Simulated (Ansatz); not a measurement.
## LaBiS2O (P4/nmm): band gap by G0W0 on LDA

Aim: the quasiparticle gap of LaBiS2O (P4/nmm), starting from LDA.

Program: Ansatz 0.2.0. Level of theory: LDA, then G0W0 on it, plane waves, PAW. Results are calculated unless marked as measured.

**1. The starting structure**

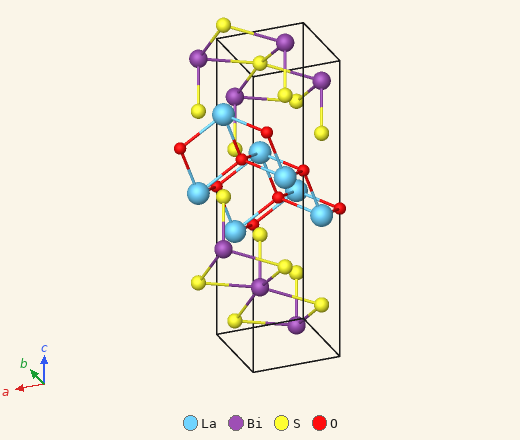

The starting structure, seen from a free direction (lanthanum blue, bismuth purple, sulfur yellow, oxygen red). 1×2×1 cells are drawn. Some periodic images of atoms are drawn too.

The cell and positions are those that the Materials Project relaxed with its own functionals (PBE, PBE+U or r2SCAN), kept fixed. Spin-orbit coupling is left out unless a step names it. The default PAW set here is soft_2. Its files were made with PBE.

**2. Bands along the symmetry lines**

Levels along a band path and on the mesh show where this functional puts the band edges.

This step: DFT, LDA, plane waves, PAW.

Input file input.yaml:

```yaml
crystal:
  lattice:
    - [4.055497, 0.0, 0.0]
    - [0.0, 4.055497, 0.0]
    - [0.0, 0.0, 14.173265]
  atoms:
    - { symbol: La, position: [0.5, 0.0, 0.587742] }
    - { symbol: La, position: [0.0, 0.5, 0.412258] }
    - { symbol: Bi, position: [0.0, 0.5, 0.867775] }
    - { symbol: Bi, position: [0.5, 0.0, 0.132225] }
    - { symbol: S, position: [0.5, 0.0, 0.89002] }
    - { symbol: S, position: [0.0, 0.5, 0.10998] }
    - { symbol: S, position: [0.0, 0.5, 0.690201] }
    - { symbol: S, position: [0.5, 0.0, 0.309799] }
    - { symbol: O, position: [0.0, 0.0, 0.5] }
    - { symbol: O, position: [0.5, 0.5, 0.5] }
kpoints:
  mp_grid: { grid: [6, 6, 2] }
  band_path:
    path:
      - [[0.0, 0.0, 0.0], [0.0, 0.5, 0.0], [0.5, 0.5, 0.0], [0.0, 0.0, 0.0], [0.0, 0.0, 0.5], [0.0, 0.5, 0.5], [0.5, 0.5, 0.5], [0.0, 0.0, 0.5]]
      - [[0.0, 0.5, 0.0], [0.0, 0.5, 0.5]]
      - [[0.5, 0.5, 0.0], [0.5, 0.5, 0.5]]
    npoints: 10
hamiltonian:
  xc: lda
scf:
  occupations: { method: fermi_dirac, width: 0.02 }
  n_extra_bands: 7
output:
  eigenvalues: true
```

Command:

```
ansatz run input.yaml --threads 16 --pin off --max-ram 82944MiB --backend cuda --events-out ev --progress --plain --runs-dir out --devices 1 --max-vram 78GiB
```

Numbers of over 12 decimals in the logs are rounded to 6 here.

Log:

```text
scf.n_extra_bands = 7 over 44 filled bands (N_el = 88.0): the run solves 51 bands
GPUs: using 1 of 1 available (devices: 1).
Engine: ansatz 0.2.0, aarch64-unknown-linux-gnu
Pseudopotentials: kind: paw
Pseudopotential: La, paw, valence charge 11, recommended cutoff 420 eV (normal), La.paw.azcp
Pseudopotential: Bi, paw, valence charge 15, recommended cutoff 420 eV (normal), Bi.paw.azcp
Pseudopotential: S, paw, valence charge 6, recommended cutoff 420 eV (normal), S.paw.azcp
Pseudopotential: O, paw, valence charge 6, recommended cutoff 420 eV (normal), O.paw.azcp
Functional definition: SPW92
  exchange = slater_x
  correlation = pw_c
device memory: the entry about to start is reckoned to put 3.2 GiB on a device that reports 170.9 GiB free (of which the cap on the GPU budget leaves the run 78.0 GiB)
GPU FFT provider: cuFFT
GPU libraries: cuBLAS 13.8.1, cuFFT 12.4.0, cuSOLVER 12.3.2
GPU matrix products: emulated (plane waves: as basis.precision tells), large ones in fixed point in workspaces of 1.00 GiB
Crystal: 10 atoms, lattice volume = 233.108 Å³
Basis set: ecut = 420 eV, 4575 PW (Γ)
Bands: 51, of which v1, the nominal top of the filled ones, is band 44 counted from 1 (43 counted from 0)
Symmetry: 16 space group operations
Space group: P4/nmm (ITA 129), of the structure as read, at distance tolerance 6.2e-5 Å
k-points: 20 of 72
Non-local potential: La, projectors of the file, l = 0: 3, l = 1: 2, l = 2: 2, l = 3: 3
Non-local potential: Bi, projectors of the file, l = 0: 2, l = 1: 2, l = 2: 2, l = 3: 2
Non-local potential: S, projectors of the file, l = 0: 2, l = 1: 2, l = 2: 2
Non-local potential: O, projectors of the file, l = 0: 2, l = 1: 2, l = 2: 1
PAW form: soft (Blöchl's): semilocal exchange-correlation on the pseudo side does not see the compensation charge
PAW frozen core: La, regenerated for the run's functional, and the local potential with it (the file was generated under x = pbe(κ = 0.804, μ = 0.219515), c = pbe(β = 0.066725))
PAW frozen core: Bi, regenerated for the run's functional, and the local potential with it (the file was generated under x = pbe(κ = 0.804, μ = 0.219515), c = pbe(β = 0.066725))
PAW frozen core: S, regenerated for the run's functional, and the local potential with it (the file was generated under x = pbe(κ = 0.804, μ = 0.219515), c = pbe(β = 0.066725))
PAW frozen core: O, regenerated for the run's functional, and the local potential with it (the file was generated under x = pbe(κ = 0.804, μ = 0.219515), c = pbe(β = 0.066725))
PAW one-centre angular grid: La, 590 points (default); XC on 64 Gauss nodes
PAW one-centre angular grid: Bi, 590 points (default); XC on 64 Gauss nodes
PAW one-centre angular grid: S, 110 points (default); XC on 64 Gauss nodes
PAW one-centre angular grid: O, 110 points (default); XC on 64 Gauss nodes
Initial density: superposition of atomic densities (neutral atoms: chi_scale 0, normalization atom), corrected by the library's trained network
Initial wavefunctions: pseudopotential atomic-orbital guess
GPU buffer pool allocated for 86400 grid points (all kernels)
GPU transforms: local potential and band sums: pruned to the plane-wave sphere, on 27×27×96
Functional: x = slater, c = lda
SCF iter   1: F=—  HF=-40925.444377 eV  |F-HF|=—  |Δ(HF+E_count)|=         —  Δρ=9.46e-3  dr2=2.82e-1  ethr=1.77e-3  ⟨swp⟩=10.4  Hψ=4983  notcnv=0
preconditioner: auto → Resta (q_TF=auto, 2.319 Å⁻¹)  ε∞=4.9  [insulator: Δε(μ)=0.642 eV  Ē_g=9.910 eV  σ=0.020 eV  W_gap=1.00  n_scr=50 (ndim 8)  ℏωp=19.5 eV  f_vac=0.003  D(μ)=0.00/eV (n_scr^D=0)  ε∞_Penn≈4.9]
SCF iter   2: F=—  HF=-40925.398683 eV  |F-HF|=—  |Δ(HF+E_count)|=   4.57e-2  Δρ=4.64e-3  dr2=4.82e-2  ethr=3.21e-4  ⟨swp⟩=4.8  Hψ=2158  notcnv=0
SCF iter   3: F=—  HF=-40925.390249 eV  |F-HF|=—  |Δ(HF+E_count)|=   8.43e-3  Δρ=1.88e-3  dr2=7.15e-3  ethr=5.48e-5  ⟨swp⟩=4.6  Hψ=2226  notcnv=0  defer=1
SCF iter   4: F=—  HF=-40925.388760 eV  |F-HF|=—  |Δ(HF+E_count)|=   1.49e-3  Δρ=5.73e-4  dr2=1.02e-3  ethr=8.12e-6  ⟨swp⟩=4.7  Hψ=1851  notcnv=0  defer=1
SCF iter   5: F=—  HF=-40925.388627 eV  |F-HF|=—  |Δ(HF+E_count)|=   1.33e-4  Δρ=1.61e-4  dr2=8.95e-5  ethr=1.16e-6  ⟨swp⟩=2.0  Hψ=1350  notcnv=0
SCF iter   6: F=—  HF=-40925.388850 eV  |F-HF|=—  |Δ(HF+E_count)|=   2.23e-4  Δρ=4.84e-5  dr2=5.93e-6  ethr=1.02e-7  ⟨swp⟩=2.1  Hψ=1440  notcnv=0
SCF iter   7: F=—  HF=-40925.388851 eV  |F-HF|=—  |Δ(HF+E_count)|=   1.15e-6  Δρ=9.35e-6  dr2=3.39e-7  ethr=6.74e-9  ⟨swp⟩=2.0  Hψ=1891  notcnv=0
SCF iter   8: F=-40925.388851 eV  HF=-40925.388851 eV  |F-HF|=8.08e-9  |Δ(HF+E_count)|=   3.14e-8  Δρ=2.24e-6  dr2=2.12e-8  ethr=1.14e-10  ⟨swp⟩=9.2  Hψ=3827  notcnv=0
SCF 1 converged in 8 iterations: F = -40925.388851 eV  dr2 = 2.12e-8
  greatest PAW one-centre occupation: 0.990 electrons in one spin orbital (limit 2), on the Bi atom at site 2 (counted from 0), in its partial waves of l = 2
device memory: the entry about to start is reckoned to put 10.7 GiB on a device that reports 170.8 GiB free (of which the cap on the GPU budget leaves the run 78.0 GiB)
NSCF: frozen V_eff on 93 k-points, pencils in batches of 32, up to order 228
SCF converged after 8 iterations
Free energy (F): -40925.388851 eV
Harris-Foulkes:  -40925.388851 eV  (|F-HF|=8.08e-9)
Internal energy: -40925.388851 eV  (E = F + TS)
E sigma→0 (E₀):  -40925.388851 eV
Fermi energy:    7.821825 eV
--- Per-component energies (eV) ---
  E_band       = -348.795427
  E_kinetic    = 1760.426322
  E_local      = -5673.884853  (includes V_loc(G=0)·N_el)
  E_nonlocal   = 1549.741140
  E_hartree    = 1973.381342
  E_xc         = -1108.220116
  E_vxc        = -1121.895469  (∫ρ·V_xc dr)
  E_paw        = -33763.847764  (= ΣΔE_a)
  E_vpaw       = -809.957177  (= ΣTr[D̂ρ^β])
  E_aug_tail   = 0.003897  (compensation charges beyond the density's cutoff)
  E_ewald      = -5664.431115
  E_core_change = 1.442296  (= ΣΔE_core)
  E_smearing   = -0.000000  (= −TS)
  E_closure    = 0.000000  (closes the sum)
  Σ components = -40925.388851   (vs F -40925.388851, Δ=0.00e0)
--- Band table (eV; the first three rows and the last of 20) ---
  k-point 0: bands = [... 40 lower, 7.0496, 7.0496, 7.4056, 7.4056, 10.7678, 11.0431, 11.0846, 11.2398, ... 3 higher]
  k-point 1: bands = [... 40 lower, 7.0666, 7.0749, 7.3941, 7.3941, 10.7765, 10.8709, 10.9288, 11.2211, ... 3 higher]
  k-point 2: bands = [... 40 lower, 6.9440, 6.9514, 7.1886, 7.3198, 10.5225, 10.9062, 11.0283, 11.0611, ... 3 higher]
  k-point 19: bands = [... 40 lower, 6.2513, 6.2513, 6.5519, 6.5519, 10.9823, 10.9823, 11.6099, 11.6099, ... 3 higher]
```

Run time: 1.5 s. Hardware: 1 × NVIDIA GB200 (shared by 2 runs) with 16 threads of Arm Neoverse V2, shared host; peak memory 1.1 GiB.

In the SCF lines HF is the Harris–Foulkes energy and dr2 the Hartree energy of the density residual, in eV; the loop may stop once dr2 is under the threshold and the program's other checks hold. Hψ counts applications of the Hamiltonian.

Numbers from this step:

- filled bands: 44
- gap: 0.8266 eV
- valence top at: Γ
- conduction bottom at: X
- least direct gap: 0.8286 eV

Over mesh and path the gap is 0.827 eV, from k = Γ to k = (0.000, 0.500, 0.000). The least direct gap found is 0.829 eV, at k = (0.000, 0.500, 0.000).

Electronic bands along the path, in eV, zero at the top of the highest nominally filled band:

```csv
point,band 41,band 42,band 43,band 44,band 45,band 46,band 47,band 48
Γ,-0.36,-0.36,0.00,0.00,3.36,3.64,3.68,3.83
X,-0.66,-0.66,0.00,0.00,0.83,0.83,1.45,1.45
M,-1.15,-1.15,-0.76,-0.76,3.61,3.61,4.17,4.17
Γ,-0.36,-0.36,0.00,0.00,3.36,3.64,3.68,3.83
Z,-0.34,-0.33,-0.01,-0.01,3.37,3.47,3.52,3.82
R,-0.68,-0.68,-0.01,-0.01,0.83,0.83,1.45,1.45
A,-1.15,-1.15,-0.85,-0.85,3.58,3.58,4.20,4.20
Z,-0.34,-0.33,-0.01,-0.01,3.37,3.47,3.52,3.82
jump to X,-0.66,-0.66,0.00,0.00,0.83,0.83,1.45,1.45
R,-0.68,-0.68,-0.01,-0.01,0.83,0.83,1.45,1.45
jump to M,-1.15,-1.15,-0.76,-0.76,3.61,3.61,4.17,4.17
A,-1.15,-1.15,-0.85,-0.85,3.58,3.58,4.20,4.20
```

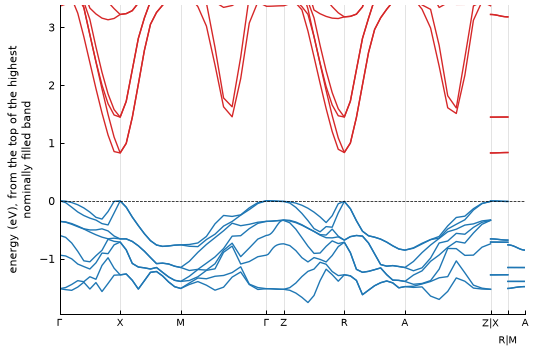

Electronic bands along the path; lines of filled and empty bands in two colours.

**3. The quasiparticle correction**

G0W0 replaces the xc potential by a self-energy built once from the orbitals of the start. Levels are corrected in the window of bands that the input names, at points of the mesh.

This step: G0W0 on LDA, plane waves, PAW.

input.yaml: that of step 2 with these lines changed.

```diff
@@ -18,14 +18,12 @@
   mp_grid: { grid: [6, 6, 2] }
-  band_path:
-    path:
-      - [[0.0, 0.0, 0.0], [0.0, 0.5, 0.0], [0.5, 0.5, 0.0], [0.0, 0.0, 0.0], [0.0, 0.0, 0.5], [0.0, 0.5, 0.5], [0.5, 0.5, 0.5], [0.0, 0.0, 0.5]]
-      - [[0.0, 0.5, 0.0], [0.0, 0.5, 0.5]]
-      - [[0.5, 0.5, 0.0], [0.5, 0.5, 0.5]]
-    npoints: 10
 hamiltonian:
   xc: lda
+  pseudopotentials: { kind: paw, source: ansatz }
 scf:
-  occupations: { method: fermi_dirac, width: 0.02 }
-  n_extra_bands: 7
-output:
-  eigenvalues: true
+  occupations: { method: fixed }
+gw:
+  n_empty_bands: 1497
+  ecut_chi: 200.0
+  qp_bands: [v3, c3]
+  qp_kpoints: band_edges
+  screening: { model: contour_deformation }
```

Log:

```text
GPUs: using 1 of 1 available (devices: 1).
[...]
Crystal: 10 atoms, lattice volume = 233.108 Å³
Basis set: ecut = 930 eV, 15035 PW (Γ)
Bands: 63, of which v1, the nominal top of the filled ones, is band 52 counted from 1 (51 counted from 0)
Symmetry: 16 space group operations
[...]
k-points: 20 of 72
[...]
SCF iter   1: F=—  HF=-48323.831397 eV  |F-HF|=—  |Δ(HF+E_count)|=         —  Δρ=5.29e-2  dr2=1.63e1  ethr=3.10e-3  ⟨swp⟩=4.4  Hψ=4590  notcnv=0  defer=49
[...]
SCF iter   6: F=—  HF=-48320.905439 eV  |F-HF|=—  |Δ(HF+E_count)|=   1.62e-3  Δρ=4.95e-4  dr2=7.52e-4  ethr=9.82e-6  ⟨swp⟩=4.0  Hψ=2184  notcnv=0  defer=181
[...]
SCF iter   8: F=—  HF=-48320.905430 eV  |F-HF|=—  |Δ(HF+E_count)|=   9.97e-6  Δρ=4.55e-5  dr2=7.83e-6  ethr=1.05e-7  ⟨swp⟩=2.0  Hψ=1511  notcnv=0  defer=179
[...]
SCF iter  10: F=-48320.905427 eV  HF=-48320.905427 eV  |F-HF|=2.04e-8  |Δ(HF+E_count)|=   2.03e-8  Δρ=3.51e-6  dr2=4.97e-8  ethr=9.62e-11  ⟨swp⟩=33.1  Hψ=9622  notcnv=0
SCF 1 converged in 10 iterations: F = -48320.905427 eV  dr2 = 4.97e-8
[...]
SCF converged after 10 iterations
[...]
5    53      9.6049   -10.9116    -3.4154   -14.5275  0.7475     9.8068     9.8054  root
     5    54      9.9279   -10.7125    -3.6926   -14.6109  0.7369    10.1357    10.1337  root
     5    55      9.9725   -10.3876    -3.6718   -14.3067  0.7457    10.2219    10.2198  root
     6    50      7.2079   -19.0934     2.5761   -16.0588  0.6982     6.7423     6.7493  root
     6    51      7.8615   -16.8921     0.6090   -16.0324  0.7321     7.6089     7.6108  root
     6    52      7.8615   -16.8921     0.6090   -16.0324  0.7321     7.6089     7.6108  root
     6    53      8.6968   -10.5320    -3.1322   -13.8201  0.7559     8.8533     8.8527  root
     6    54      8.6968   -10.5320    -3.1322   -13.8201  0.7559     8.8533     8.8527  root
     6    55      9.3175   -10.5790    -3.3280   -14.1375  0.7564     9.5496     9.5479  root
     7    50      7.1868   -19.2848     2.6525   -16.1749  0.6978     6.7224     6.7294  root
     7    51      7.8517   -16.8877     0.5885   -16.0514  0.7321     7.6019     7.6039  root
     7    52      7.8517   -16.8877     0.5885   -16.0514  0.7321     7.6019     7.6039  root
     7    53      8.7041   -10.4980    -3.1447   -13.8002  0.7558     8.8621     8.8615  root
     7    54      8.7041   -10.4980    -3.1447   -13.8002  0.7558     8.8621     8.8615  root
     7    55      9.3193   -10.5925    -3.3262   -14.1491  0.7563     9.5514     9.5497  root
     8    50      7.4354   -17.8493     2.3168   -15.0213  0.7026     6.9099     6.9242  root
     8    51      7.5727   -20.5722     2.8481   -17.2523  0.7082     7.0897     7.1009  root
     8    52      7.6080   -18.5345     1.8397   -16.2817  0.7170     7.1877     7.1949  root
     8    53      9.6900   -10.2557    -3.6240   -14.1191  0.7525     9.9314     9.9294  root
     8    54     10.0217   -10.5374    -3.7460   -14.5270  0.7412    10.2676    10.2653  root
     8    55     11.3017   -10.5289    -4.4547   -15.5647  0.7390    11.9014    11.8828  root
     9    50      7.4741   -18.3185     2.4193   -15.3876  0.7027     6.9483     6.9625  root
     9    51      7.4769   -18.0723     1.5223   -16.1803  0.7193     7.1018     7.1073  root
     9    52      7.5546   -20.6328     2.8792   -17.2819  0.7081     7.0716     7.0828  root
     9    53      9.7495   -10.5087    -3.5879   -14.3353  0.7501     9.9902     9.9882  root
     9    54     10.0080   -10.5066    -3.7425   -14.4879  0.7417    10.2489    10.2467  root
     9    55     11.2618   -10.1645    -4.6073   -15.3889  0.7407    11.9008    11.8788  root
    10    50      7.2481   -18.9983     2.4703   -16.0605  0.7050     6.7683     6.7805  root
    10    51      7.5286   -18.9736     1.9493   -16.6270  0.7175     7.1246     7.1313  root
    10    52      7.6101   -18.2880     1.8255   -16.0492  0.7144     7.1894     7.1967  root
    10    53      9.3294   -10.7073    -3.3925   -14.3113  0.7518     9.5424     9.5410  root
    10    54      9.4666   -10.9323    -3.4136   -14.5399  0.7479     9.6618     9.6606  root
    10    55     11.1074    -9.9822    -4.3808   -14.8866  0.7440    11.6440    11.6309  root
    11    50      7.2112   -18.8559     2.6059   -15.7717  0.7010     6.7198     6.7329  root
    11    51      7.4726   -17.9238     1.5642   -15.9719  0.7192     7.0786     7.0851  root
    11    52      7.4953   -18.4973     1.8809   -16.2160  0.7148     7.0878     7.0949  root
    11    53      9.3132   -10.6143    -3.3955   -14.2114  0.7523     9.5160     9.5147  root
    11    54      9.5051   -11.1050    -3.3986   -14.7041  0.7465     9.7070     9.7057  root
    11    55     11.1249   -10.0796    -4.3678   -14.9389  0.7394    11.6277    11.6165  root
    12    50      7.0585   -18.0832     2.5183   -15.0622  0.6951     6.5394     6.5558  root
[...]
12    55     10.8209   -10.9189    -4.1795   -15.4570  0.7275    11.1817    11.1794  root
    13    50      7.2373   -18.7624     2.5183   -15.7572  0.7007     6.7365     6.7504  root
    13    51      7.2937   -17.5727     1.9498   -15.1608  0.7097     6.8204     6.8315  root
    13    52      7.2937   -17.5727     1.9498   -15.1608  0.7097     6.8204     6.8315  root
    13    53     10.0673   -10.5457    -3.7740   -14.5304  0.7344    10.2796    10.2780  root
    13    54     10.0673   -10.5457    -3.7740   -14.5304  0.7344    10.2796    10.2780  root
    13    55     10.8175   -10.8801    -4.1942   -15.4494  0.7277    11.1948    11.1925  root
    18    50      6.7149   -24.8105     4.0886   -20.3317  0.7016     6.3180     6.3247  root
    18    51      7.1042   -18.3025     2.3719   -15.4617  0.7033     6.6241     6.6352  root
    18    52      7.1042   -18.3025     2.3719   -15.4617  0.7033     6.6241     6.6352  root
    18    53     11.4832   -10.7577    -4.9938   -16.5255  0.7357    12.3162    12.2573  root
    18    54     11.4832   -10.7577    -4.9938   -16.5255  0.7357    12.3162    12.2573  root
    18    55     12.0572   -16.1441    -8.6127   -27.5098  0.6975    14.9764    14.8102  root ?
```

It took 4.4 min on 1 × NVIDIA GB200 (shared by 2 runs) with 16 threads; peak memory 18 GiB; 11 min of CPU time.

Numbers from this step:

```
bands summed                                    : 1549
RPA ε∞ on this mesh (eigenvalues)               : 7.379, 19.44, 19.44
plane waves in the screening matrix             : 1517
q-points in the mesh                            : 72
G0W0 gap over the corrected points              : 1.242 eV
k of the valence top                            : 0, -0.5, 0
k of the conduction bottom                      : 0, -0.5, 0
starting gap on the mesh                        : 0.8295 eV
Z at the valence top                            : 0.7321
Z at the conduction bottom                      : 0.7559
least direct G0W0 gap over the corrected points : 1.242 eV
```

Over 15 of 20 irreducible mesh points the G0W0 gap is 1.242 eV, direct, at k = (0.000, -0.500, 0.000). The LDA gap of this run on the mesh is 0.829 eV. Other states bound it: the two that bound the G0W0 gap lie 0.835 eV apart in LDA, so state for state the correction is 1.242 − 0.835 = +0.407 eV, while gap against gap it is 1.242 − 0.829 = +0.413 eV. The start of this run differs from the step before in files (soft_2 PAW and hard PAW) and plane-wave cutoff (420 eV and 930 eV). The program marks 1 of the 90 corrected levels as in doubt (energies apart), neither edge state among them.

Labels follow the order of the start: v1 is the top filled band, c1 the lowest empty one; levels that stay degenerate share a row, the window can cut a multiplet, doubted levels are not marked in this list, bands outside the window were not corrected, and the list may be a part of the corrected levels. The levels before and after the correction (eV, zero at the valence-band top of each column):

```csv
,conduction bottom,valence top
Kohn-Sham,0.83,0.00
G0W0,1.24,0.00
```

```
                      level  occupation  energy (eV)
Kohn-Sham     (0 -0.5 0) v3           2       -0.659
Kohn-Sham  (0 -0.5 0) v2-v1           2       -0.006
Kohn-Sham  (0 -0.5 0) c1-c2           0        0.829
Kohn-Sham     (0 -0.5 0) c3           0        1.450
     G0W0     (0 -0.5 0) v3           2       -0.862
     G0W0  (0 -0.5 0) v2-v1           2        0.000
     G0W0  (0 -0.5 0) c1-c2           0        1.242
     G0W0     (0 -0.5 0) c3           0        1.937
```

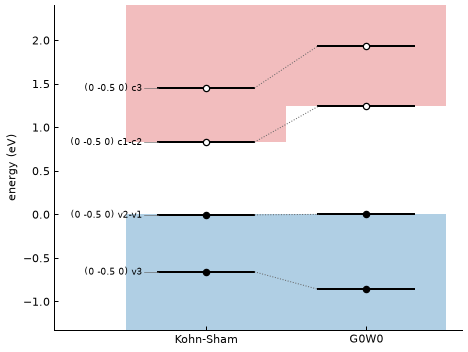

Levels before and after the correction. Shaded: valence and conduction bands. Filled marks are occupied levels, open marks empty ones.

The parts of the quasiparticle energy for the two states that bound the G0W0 gap, in eV on the run's own scale (QP = start + Σx + Σc − Vxc, with Σc at the quasiparticle energy):

| edge | k | band | start | Σx | Σc | Vxc | Z | QP |
| --- | --- | --- | --- | --- | --- | --- | --- | --- |
| valence top | (0.000, -0.500, 0.000) | 51 | 7.862 | −16.892 | 0.609 | −16.032 | 0.732 | 7.611 |
| conduction bottom | (0.000, -0.500, 0.000) | 53 | 8.697 | −10.532 | −3.132 | −13.820 | 0.756 | 8.853 |

[end of part 1 of 2]

[Paths, hosts, dates, memory and timing lines, banners, echoed tables and standing remarks are left out of the program output.]

[Logs are printed without paths, hosts, clocks, repeated set-up lines and the standing remarks that a program may print on its own settings, such as how far it seeks lower states.]

[Runs of the session that timed out or met a known fault of the program may be left out.]

[Cells called generated may have been cut or substituted from an entry of the Crystallography Open Database or the Materials Project.]

[Hosts, paths, dates, database ids (printed as entryN), source tags and the programs' standing remarks are cut or masked in the printed files.]

[Where an RPA ε∞ is given, it is that of the G0W0 mesh and is not shown converged in it. Names of k-points follow the symmetry that the program found, which can be lower than the space group named. Band edges on a path are those of the sampled points; other points can move an edge, and change direct to indirect where valleys lie close.]

[Hybrid gaps are those of their k-mesh and are not shown converged in it.]
